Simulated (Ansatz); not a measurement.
**Single-point calculation, with input and output: ZnO (part 2 of 2)**

ZnO (slab, 36 atoms in the cell); DFT PBEsol, scalar-relativistic, plane waves, PAW, no spin polarisation (Ansatz 0.2.0); cutoff 420 eV, 8×3×1 k-mesh, Gaussian smearing of 0.05 eV. The structure derives from an entry of the Crystallography Open Database. It belongs to a series of runs on one base structure; here: (2 0 1) slab cut from the bulk.

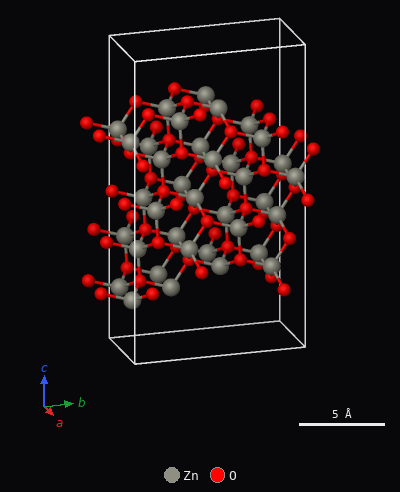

The structure as given in the input (ball-and-stick view of the 2 × 1 repeat of the cell, with the vacuum cut short, seen slightly off an axis; bonded neighbours outside the cell are drawn too). An atom can appear more than once, as a periodic image.

Output, continued:
```
--- Forces (eV/Å), atoms counted from 1 ---
  atom   1  Zn     0.00000784    -1.30434740     1.39612348
  atom   2  Zn    -0.00000446     0.04907216    -0.04193224
  atom   3  O     -0.00000855     0.83326481    -0.06836514
  atom   4  O     -0.00000135     0.17490974    -1.01426992
  atom   5  Zn     0.00000486     0.06021536     1.08511810
  atom   6  Zn    -0.00000069     0.64927085    -0.82370587
  atom   7  O      0.00001694     0.45037747    -0.54185165
  atom   8  O     -0.00000971    -0.62677968    -1.09081075
  atom   9  Zn    -0.00000105    -0.31678562     0.57930915
  atom  10  Zn    -0.00000298    -0.14910751     0.54911121
  atom  11  O      0.00000682     0.12582911     0.01719519
  atom  12  O     -0.00000990     0.13324165    -0.49151806
  atom  13  Zn     0.00000556     0.05748682     0.63509931
  atom  14  Zn     0.00000816     0.14629042     0.22982858
  atom  15  O      0.00001793     0.03830763    -0.45217438
  atom  16  O      0.00001601    -0.17288923    -0.49938948
  atom  17  Zn    -0.00002107    -0.07880748     0.45797535
  atom  18  Zn    -0.00004439    -0.11190667     0.41294753
  atom  19  O      0.00005158     0.01837874    -0.35794313
  atom  20  O      0.00002887     0.08302954    -0.45772479
  atom  21  Zn     0.00004556     0.15763007     0.43963182
  atom  22  Zn     0.00000158     0.04172694     0.47948863
  atom  23  O      0.00023872     0.04832817    -0.22964312
  atom  24  O      0.00018606    -0.19559429    -0.58693750
  atom  25  Zn    -0.00010556    -0.10822396     0.53422997
  atom  26  Zn    -0.00034681    -0.36257057     0.18536762
  atom  27  O      0.00059197     0.05931243    -0.62027728
  atom  28  O      0.00034292     0.20724948    -0.66943365
  atom  29  Zn     0.00018771     1.10850988     0.96740259
  atom  30  Zn    -0.00048455    -0.16572182     1.64052583
  atom  31  O     -0.00026792     0.29904953     0.66921303
  atom  32  O      0.00049936    -0.47802208    -1.05469265
  atom  33  Zn    -0.00074952    -0.77829288     1.68987017
  atom  34  Zn     0.00053300    -1.67833189    -0.62283923
  atom  35  O     -0.00044816     0.58099183    -1.45418499
  atom  36  O     -0.00028611     1.20486561    -0.89073293
  max |Σ_I F_I| component: 4.28e-5 eV/Å
--- Stress (GPa, compression-positive) ---
       -1.084272       0.001156      -0.000522
        0.001156      -1.972577      -0.039060
       -0.000522      -0.039060      -0.509822
  P = ⅓ Tr σ = -1.1889 GPa (-11.889 kbar)
--- Band table (eV; the first three rows and the last of 13) ---
  k-point 0: bands = ["-19.0053", "-18.8602", "-18.6538", "-18.2237", "-18.0447", "-17.9278", "-17.7039", "-17.6804", "-17.5698", "-17.4070", "-17.3366", "-17.1514", "-17.0254", "-16.8084", "-16.7941", "-15.5907", "-15.5660", "-14.9271", "-7.4136", "-7.3408", "-7.2661", "-7.1573", "-7.1403", "-7.0431", "-7.0392", "-6.7210", "-6.6196", "-6.6060", "-6.5099", "-6.4757", "-6.4182", "-6.3879", "-6.3273", "-6.2803", "-6.2773", "-6.2523", "-6.2506", "-6.1798", "-6.1301", "-6.1109",
      "-6.0780", "-6.0736", "-6.0287", "-6.0229", "-5.9942", "-5.9500", "-5.9273", "-5.9020", "-5.8287", "-5.8192", "-5.7971", "-5.7628", "-5.7228", "-5.6923", "-5.6404", "-5.5987", "-5.5944", "-5.5681", "-5.4961", "-5.4809", "-5.4725", "-5.4062", "-5.3792", "-5.3762", "-5.3633", "-5.3384", "-5.3235", "-5.2739", "-5.2709", "-5.1678", "-5.1527", "-5.1253", "-5.0843", "-5.0712", "-5.0211", "-5.0049", "-4.9126", "-4.8642", "-4.8285", "-4.7825",
      "-4.7824", "-4.7575", "-4.7482", "-4.6960", "-4.6883", "-4.6596", "-4.6429", "-4.6187", "-4.5635", "-4.5276", "-4.4776", "-4.4772", "-4.4200", "-4.4180", "-4.3807", "-4.3071", "-4.2743", "-4.2670", "-4.2177", "-4.1955", "-4.1590", "-4.1244", "-4.0351", "-3.9990", "-3.9718", "-3.9481", "-3.9156", "-3.8330", "-3.7923", "-3.7401", "-3.6260", "-3.5998", "-3.5458", "-3.4929", "-3.4840", "-3.4794", "-3.2710", "-3.2357", "-3.0796", "-3.0221",
      "-2.7175", "-2.7142", "-2.6619", "-2.6348", "-2.5443", "-2.3479", "-2.3269", "-2.2178", "-2.1245", "-2.0279", "-1.8659", "-1.8400", "-1.7584", "-1.6767", "-1.5841", "-1.5030", "-1.4709", "-1.3672", "-1.3582", "-1.3429", "-1.2002", "-1.1077", "-1.0593", "-1.0210", "-0.8719", "-0.8210", "-0.7597", "-0.6893", "-0.6070", "-0.6032", "-0.5239", "-0.4634", "-0.3479", "-0.3405", "-0.0780", "-0.0693", "0.2031", "0.3798", "0.4304", "0.4430",
      "0.6458", "0.7020", "0.9743", "1.1212", "1.1548", "1.7768", "2.5322", "3.1553", "3.4230", "3.4565", "4.0185", "4.2602", "4.3916", "4.5717", "4.8041", "4.9928", "5.1788", "5.2867", "5.6163", "5.7789", "5.9658", "6.0788", "6.1487", "6.3709", "6.4765", "6.6728", "6.9022", "7.1618", "7.2357", "7.3858", "7.6656", "7.7845", "7.9295", "8.0197", "8.1258", "8.2268", "8.3665", "8.5006"]
  k-point 1: bands = ["-18.9950", "-18.8769", "-18.6489", "-18.2007", "-18.0952", "-17.8875", "-17.7238", "-17.6565", "-17.5953", "-17.3982", "-17.3263", "-17.1693", "-17.0127", "-16.8085", "-16.7975", "-15.5969", "-15.5597", "-14.9273", "-7.4183", "-7.3403", "-7.2858", "-7.1573", "-7.1393", "-7.0430", "-6.9890", "-6.7209", "-6.6518", "-6.6195", "-6.5229", "-6.4938", "-6.4026", "-6.3710", "-6.3395", "-6.2777", "-6.2669", "-6.2495", "-6.2133", "-6.1794", "-6.1465", "-6.1143",
      "-6.1021", "-6.0782", "-6.0634", "-6.0319", "-5.9855", "-5.9768", "-5.9174", "-5.8716", "-5.8420", "-5.8189", "-5.7811", "-5.7761", "-5.7382", "-5.6684", "-5.6422", "-5.6171", "-5.5989", "-5.5508", "-5.5044", "-5.4632", "-5.4606", "-5.4323", "-5.3809", "-5.3795", "-5.3371", "-5.3056", "-5.2947", "-5.2630", "-5.2460", "-5.1782", "-5.1538", "-5.1194", "-5.0877", "-5.0729", "-5.0079", "-4.9973", "-4.9404", "-4.8696", "-4.8164", "-4.7800",
      "-4.7782", "-4.7560", "-4.7511", "-4.6891", "-4.6838", "-4.6662", "-4.6213", "-4.6108", "-4.5298", "-4.5251", "-4.4843", "-4.4690", "-4.4248", "-4.4155", "-4.3832", "-4.3009", "-4.2694", "-4.2517", "-4.1937", "-4.1925", "-4.1559", "-4.1266", "-4.1045", "-3.9740", "-3.9736", "-3.9583", "-3.9141", "-3.8805", "-3.8181", "-3.7940", "-3.6741", "-3.6059", "-3.5977", "-3.4862", "-3.4827", "-3.4411", "-3.2799", "-3.2089", "-3.1388", "-2.9396",
      "-2.8103", "-2.7794", "-2.5837", "-2.5506", "-2.5077", "-2.3934", "-2.3289", "-2.1817", "-2.1334", "-2.0395", "-1.9557", "-1.8608", "-1.6961", "-1.6604", "-1.6142", "-1.4944", "-1.4381", "-1.3353", "-1.3133", "-1.2669", "-1.2188", "-1.1731", "-1.0541", "-0.9474", "-0.9140", "-0.8009", "-0.7407", "-0.7030", "-0.6974", "-0.5686", "-0.5198", "-0.5011", "-0.3388", "-0.3377", "-0.0702", "-0.0326", "0.1864", "0.3786", "0.4260", "0.4496",
      "0.5797", "0.6411", "0.7264", "1.1224", "1.5378", "2.0190", "2.4629", "2.7968", "3.2545", "3.7444", "3.9589", "4.1304", "4.4445", "4.7254", "4.8547", "4.9227", "5.1335", "5.4268", "5.4914", "5.7801", "5.8772", "6.1037", "6.3534", "6.4202", "6.5267", "6.6974", "6.9606", "7.0453", "7.2496", "7.3854", "7.7306", "7.8299", "7.9276", "8.0610", "8.1183", "8.2427", "8.2666", "8.3989"]
  k-point 2: bands = ["-18.9591", "-18.8214", "-18.6250", "-18.1774", "-18.0066", "-17.8894", "-17.6809", "-17.6355", "-17.5302", "-17.3801", "-17.3082", "-17.1313", "-16.9866", "-16.7785", "-16.7715", "-15.5580", "-15.5356", "-14.9086", "-7.3516", "-7.2470", "-7.2254", "-7.1591", "-7.1342", "-7.0729", "-7.0253", "-6.8108", "-6.5837", "-6.5275", "-6.4690", "-6.4363", "-6.3670", "-6.3449", "-6.3223", "-6.3202", "-6.2769", "-6.2436", "-6.2353", "-6.1877", "-6.1583", "-6.1330",
      "-6.0647", "-6.0411", "-6.0073", "-5.9914", "-5.9622", "-5.8926", "-5.8807", "-5.8660", "-5.8489", "-5.8016", "-5.7501", "-5.7215", "-5.6951", "-5.6671", "-5.6529", "-5.6157", "-5.5683", "-5.5443", "-5.5059", "-5.4780", "-5.4335", "-5.4057", "-5.3743", "-5.3548", "-5.3298", "-5.3016", "-5.2911", "-5.2668", "-5.2520", "-5.1584", "-5.1413", "-5.1046", "-5.0818", "-5.0459", "-5.0045", "-4.9862", "-4.9295", "-4.8832", "-4.8408", "-4.8076",
      "-4.7968", "-4.7678", "-4.7068", "-4.6902", "-4.6647", "-4.6547", "-4.6139", "-4.5925", "-4.5375", "-4.5222", "-4.4774", "-4.4586", "-4.4106", "-4.3875", "-4.3631", "-4.3118", "-4.2506", "-4.2456", "-4.2122", "-4.1872", "-4.1381", "-4.1016", "-4.0301", "-3.9839", "-3.9709", "-3.9367", "-3.8910", "-3.8263", "-3.7962", "-3.7380", "-3.6296", "-3.5883", "-3.5746", "-3.5224", "-3.4988", "-3.4458", "-3.3111", "-3.2666", "-3.0845", "-3.0467",
      "-3.0010", "-2.9045", "-2.7809", "-2.6857", "-2.5369", "-2.4737", "-2.4028", "-2.3268", "-2.2570", "-2.1610", "-2.0733", "-2.0268", "-1.8509", "-1.7916", "-1.7591", "-1.6593", "-1.6235", "-1.5543", "-1.5101", "-1.4765", "-1.4187", "-1.2420", "-1.1837", "-1.1156", "-1.0709", "-0.9731", "-0.9293", "-0.8752", "-0.8392", "-0.7485", "-0.7141", "-0.6417", "-0.4340", "-0.3850", "-0.2478", "-0.1247", "0.1234", "0.1965", "0.2842", "0.3994",
      "0.5830", "0.6579", "0.8990", "1.1824", "1.4423", "2.1614", "2.8119", "3.4146", "3.6248", "3.8446", "4.3004", "4.5177", "4.7335", "4.8958", "5.0952", "5.3135", "5.4496", "5.6330", "5.9381", "6.0065", "6.2638", "6.3397", "6.4811", "6.6100", "6.7407", "6.8535", "7.0896", "7.3896", "7.4720", "7.5597", "7.7911", "7.8989", "8.0541", "8.1034", "8.1985", "8.3523", "8.4216", "8.6006"]
  k-point 12: bands = ["-18.6829", "-18.5260", "-18.5049", "-17.9043", "-17.7092", "-17.6599", "-17.5980", "-17.3316", "-17.2460", "-17.2258", "-17.1968", "-17.0150", "-16.7232", "-16.6663", "-16.5966", "-15.3595", "-15.3522", "-14.8001", "-7.2863", "-7.1903", "-7.1786", "-7.1629", "-7.0214", "-6.8306", "-6.7391", "-6.6324", "-6.6046", "-6.4845", "-6.4203", "-6.3926", "-6.3764", "-6.3219", "-6.2960", "-6.2568", "-6.2389", "-6.1513", "-6.1188", "-6.1065", "-6.0747", "-6.0630",
      "-6.0401", "-6.0115", "-5.9211", "-5.8881", "-5.8589", "-5.7961", "-5.7790", "-5.7455", "-5.7266", "-5.6844", "-5.6191", "-5.5910", "-5.5656", "-5.5360", "-5.5081", "-5.4820", "-5.4618", "-5.4387", "-5.4073", "-5.3855", "-5.3282", "-5.2929", "-5.2633", "-5.2457", "-5.1954", "-5.1558", "-5.1272", "-5.1183", "-5.1079", "-5.0266", "-5.0193", "-4.9917", "-4.9650", "-4.9554", "-4.9194", "-4.8647", "-4.8520", "-4.7736", "-4.7612", "-4.7210",
      "-4.6911", "-4.6674", "-4.6505", "-4.6035", "-4.5768", "-4.5688", "-4.5488", "-4.5384", "-4.4963", "-4.4714", "-4.4465", "-4.4177", "-4.3861", "-4.3625", "-4.3353", "-4.3160", "-4.2310", "-4.2135", "-4.2078", "-4.1758", "-4.1602", "-4.1112", "-4.1034", "-4.0513", "-4.0250", "-4.0097", "-3.9629", "-3.9293", "-3.9035", "-3.8814", "-3.8603", "-3.8414", "-3.7775", "-3.7252", "-3.6614", "-3.6213", "-3.5919", "-3.5286", "-3.4937", "-3.4630",
      "-3.3970", "-3.3733", "-3.3196", "-3.2372", "-3.1849", "-3.1374", "-3.0663", "-2.9542", "-2.9130", "-2.8371", "-2.7547", "-2.6271", "-2.5750", "-2.5263", "-2.4197", "-2.3504", "-2.2236", "-2.2017", "-2.1296", "-2.0162", "-1.8881", "-1.8512", "-1.7851", "-1.7362", "-1.7189", "-1.5215", "-1.4427", "-1.3830", "-1.2950", "-1.2290", "-1.1394", "-1.0633", "-1.0167", "-0.8987", "-0.8127", "-0.7270", "-0.6454", "0.0298", "0.1003", "0.2495",
      "0.3392", "0.5844", "1.7532", "1.8144", "2.9575", "3.1649", "4.6254", "4.6699", "5.1481", "5.2393", "5.4013", "5.6330", "5.7788", "5.8584", "6.0095", "6.0629", "6.2469", "6.3315", "6.6098", "6.9148", "6.9557", "7.1955", "7.2148", "7.2419", "7.4885", "7.5583", "7.7159", "7.8597", "7.9055", "7.9739", "8.0739", "8.1065", "8.1922", "8.2816", "8.3279", "8.4160", "8.4881", "8.5396"]
```

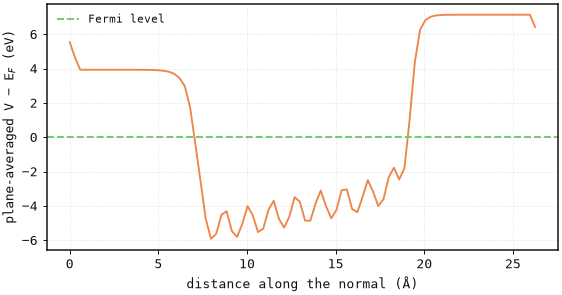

Plane average of the electrostatic potential energy of an electron across the cell, from the Fermi level. The vacuum level lies 7.14 eV above the Fermi level on the upper side and 3.93 eV on the lower.

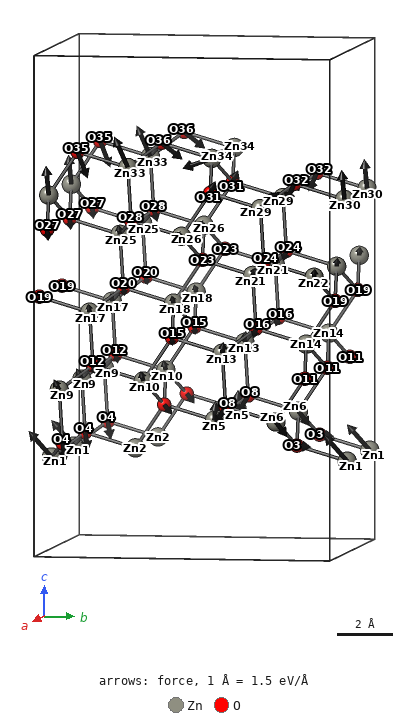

Forces on the atoms as black arrows (ball-and-stick view of the 2 × 1 repeat of the cell, with the vacuum cut short, seen slightly off an axis; atoms are numbered from 1 in the order of the input); the smallest are left out. The largest act on Zn1 (1.91 eV/Å); Zn33 (1.86 eV/Å); Zn34 (1.79 eV/Å); Zn30 (1.65 eV/Å), among others. The geometry is not a stationary point of this energy.

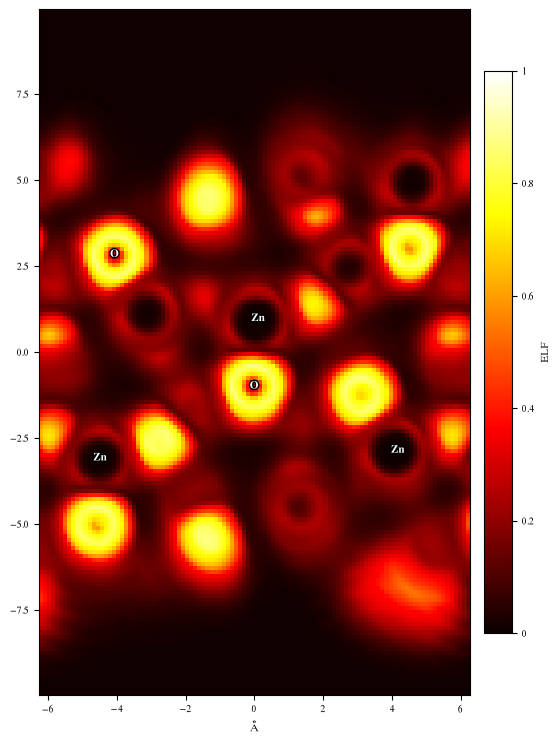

ELF on the (110) plane of the calculation cell, a cut from vacuum to vacuum. Zn–O (1.97 Å): the ELF is about 0.25 at the midpoint; no shared pair; the contact is polar. The fields are those of the smooth PAW valence density.

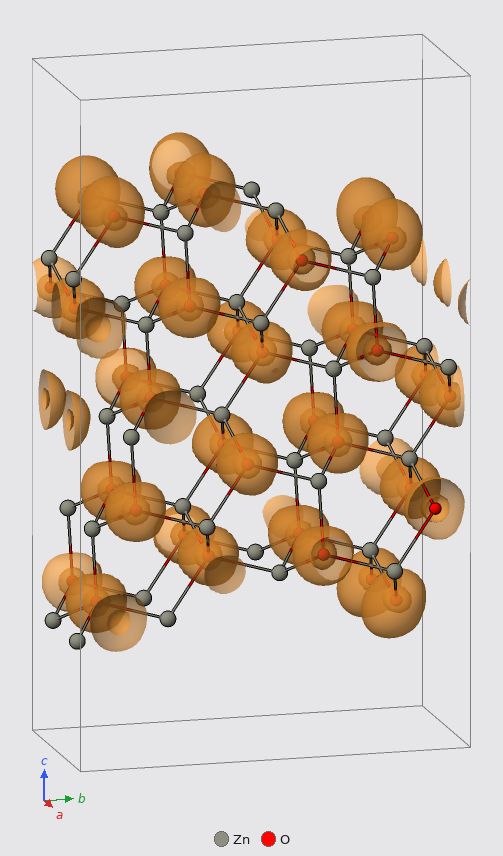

Isosurface of the ELF at 0.7 (orange), seen slightly off an axis. Only the valence region is drawn (cores and ρ < 0.01 e/Å³ removed). Sticks mark near contacts. Along the contacts the grid gives the following. Zn–O (1.97 Å): the ELF is about 0.25 at the midpoint (no shared pair; the contact is polar).

Results in brief:

```csv
quantity,value
outcome,converged
electrons treated,324
free energy,−69148.5840 eV
"work function, top face",7.14 eV
"work function, bottom face",3.93 eV
Fermi energy,0.648 eV
gap on the k-point mesh,none (metallic)
work function (upper face),7.14 eV
largest force (length of the vector),1.911 eV/Å
wall time,5.8 min (CPU time 22 min)
peak memory,4.2 GiB
```

Warnings of the run: the k-point mesh lowers the symmetry that the run can use; the exchange-correlation potential is rough where the density is thin.
